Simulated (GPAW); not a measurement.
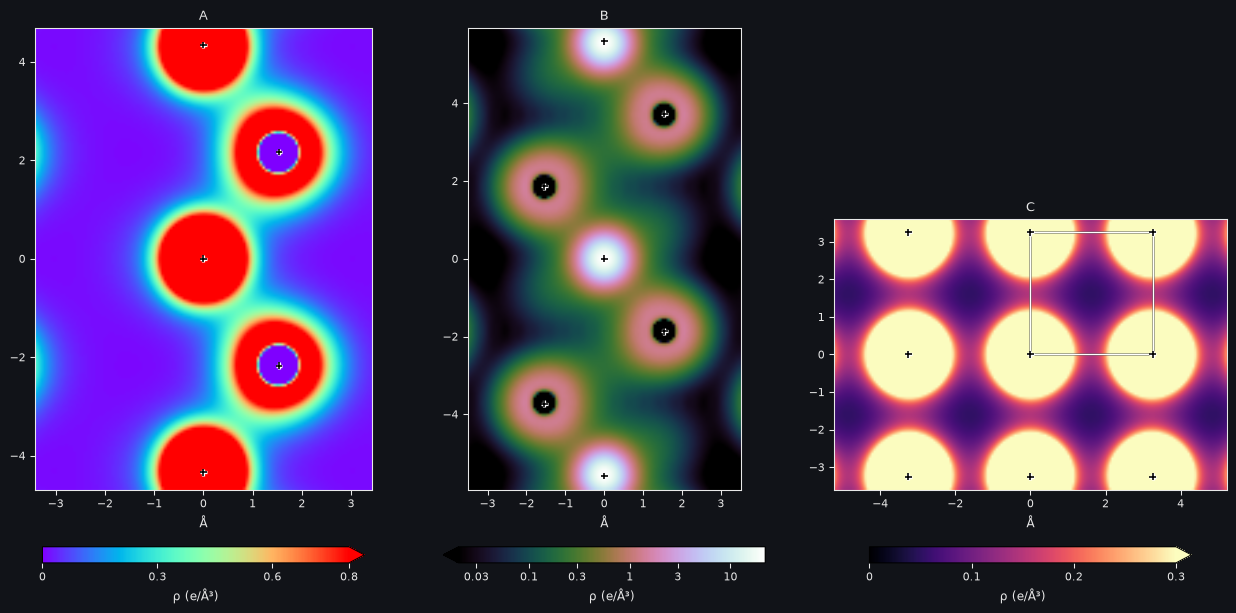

The valence charge density (pseudo) of 3 systems, each on a plane through atoms (crosses mark nuclei in the plane).

Level of theory: Kohn-Sham DFT of a periodic cell, PBE, GPAW PAW data sets (gpaw-data 1.2.1) in GPAW.

System 1: CdSe, the (110) plane of the conventional cell. Space group F-43m; a structure from a database of computed crystals, not necessarily the ambient phase.

```
CELL_PARAMETERS angstrom
6.14054 0.00000 0.00000
0.00000 0.00000 -6.14054
0.00000 6.14054 0.00000
ATOMIC_POSITIONS crystal
Cd 0.50000 0.50000 0.00000
Cd 0.00000 0.50000 0.50000
Cd 0.00000 0.00000 0.00000
Cd 0.50000 0.00000 0.50000
Se 0.25000 0.75000 0.25000
Se 0.75000 0.75000 0.75000
Se 0.75000 0.25000 0.25000
Se 0.25000 0.25000 0.75000
```

System 2: MoS₂, the (110) plane of the conventional cell. Space group P-3m1; a structure from a database of computed crystals, not necessarily the ambient phase.

System 3: In, the (001) plane of the conventional cell. Space group I4/mmm.

```yaml
crystal:
  lattice:
    - [3.25094, 0.00000, 0.00000]
    - [0.00000, 3.25094, 0.00000]
    - [0.00000, 0.00000, 4.94740]
  atoms:
    - { symbol: In, position: [0.00000, 0.00000, 0.00000] }
    - { symbol: In, position: [0.50000, 0.50000, 0.50000] }
```

Question: Which map belongs to which system?

Answer: Panel A is system 1, CdSe: the plane holds Cd and Se. Cd–Se (2.66 Å): the density is about 0.37 e/Å³ at the midpoint. Panel B is system 2, MoS₂: the plane holds Mo and S. Mo–S (2.42 Å): the density is about 0.56 e/Å³ at the midpoint. Panel C is system 3, In: the plane holds In. In–In (3.25 Å): the density is about 0.15 e/Å³ at the midpoint.
